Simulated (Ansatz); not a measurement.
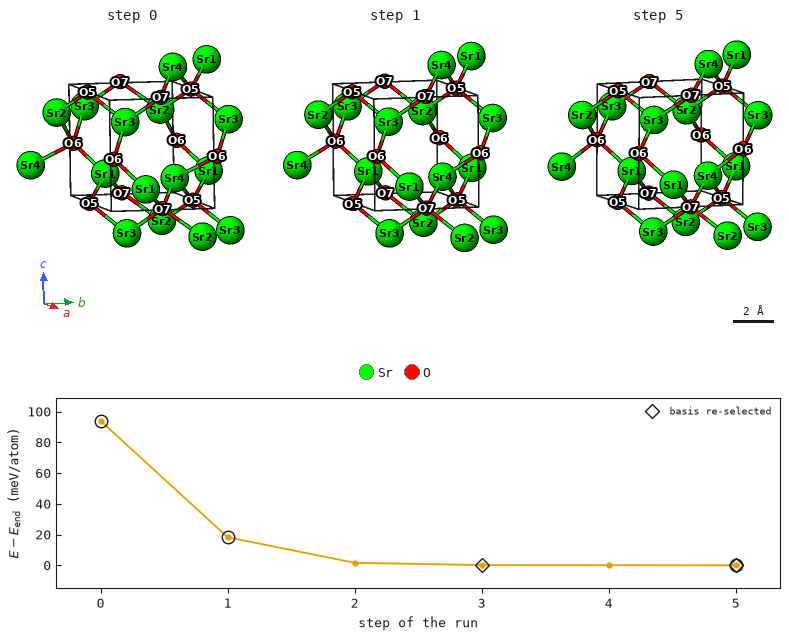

Frames of a relaxation of a crystal of Sr4O3 (a generated structure, set up in P1) (coarse preliminary run), marked on the history of the run. Style: ball-and-stick. Shown: the cell of the calculation, reduced to other axes, slightly off an axis. Lengths and directions refer to the drawn axes.

The calculation used Ansatz, DFT PBE, scalar-relativistic, plane waves, PAW. Set-up: plane-wave cutoff 420 eV; k-point mesh 2 × 2 × 2; occupations gaussian; smearing width 0.1 eV; no spin polarisation; cell and atoms relaxed; force threshold 0.025 eV/Å; at most 60 steps.

**Describe the path.**

Over 3 accepted moves (5 points after the start) the energy falls by 94.0 meV per atom. The largest force component goes from 1.8 to 0.00096 eV/Å. Pressure: 2.25 GPa at the start and 0.01 GPa at the end. At 2 points the geometry stayed and the basis and grid were re-selected for the new cell (energy shift of 1.5 meV per atom at most each time). The atom that moves furthest relative to the cell is Sr4 (0.28 Å roughly along +b). By element the largest moves are Sr 0.28 Å, O 0.25 Å. Cell: a 5.587 → 5.700 Å (+2.0 %), b 5.682 → 5.717 Å (+0.6 %), c 5.695 → 5.724 Å (+0.5 %), α 91.8° → 90.0°, β 92.5° → 90.0°, γ 90.5° → 90.0°. Volume +3.3 %. Some distances before and after: Sr1–Sr2 3.530 → 3.871 Å, Sr4–O7 2.175 → 2.441 Å, Sr2–O5 2.239 → 2.440 Å, Sr3–O7 2.310 → 2.440 Å. Bond angles that change, for instance: O5–Sr4–O6 96.8° → 111.6°, Sr2–O6–Sr3 93.4° → 104.6°, Sr2–O6–Sr4 101.5° → 111.8°. The space group (tolerance 0.01 Å) goes from P1 (No. 1) to P-42m (No. 111). From step 0 to 1: Sr4 moves most (0.20 Å), volume +2.0 %, energy −75.7 meV per atom. From step 1 to 5: O6 moves most (0.14 Å), volume +1.3 %, energy −18.3 meV per atom.

| step | E − E(0), meV/atom | largest force component, eV/Å | pressure, GPa | volume, Å³/atom | note |
| --- | --- | --- | --- | --- | --- |
| 0 | 0.00 | 1.7504 | 2.25 | 25.790 |  |
| 1 | -75.73 | 0.4854 | 0.62 | 26.305 |  |
| 2 | -92.35 | 0.0235 | 0.02 | 26.570 |  |
| 3 | -93.84 | 0.0230 | 0.11 | 26.570 | same geometry, new basis |
| 4 | -93.91 | 0.0009 | 0.01 | 26.648 |  |
| 5 | -94.01 | 0.0010 | 0.01 | 26.648 | same geometry, new basis |
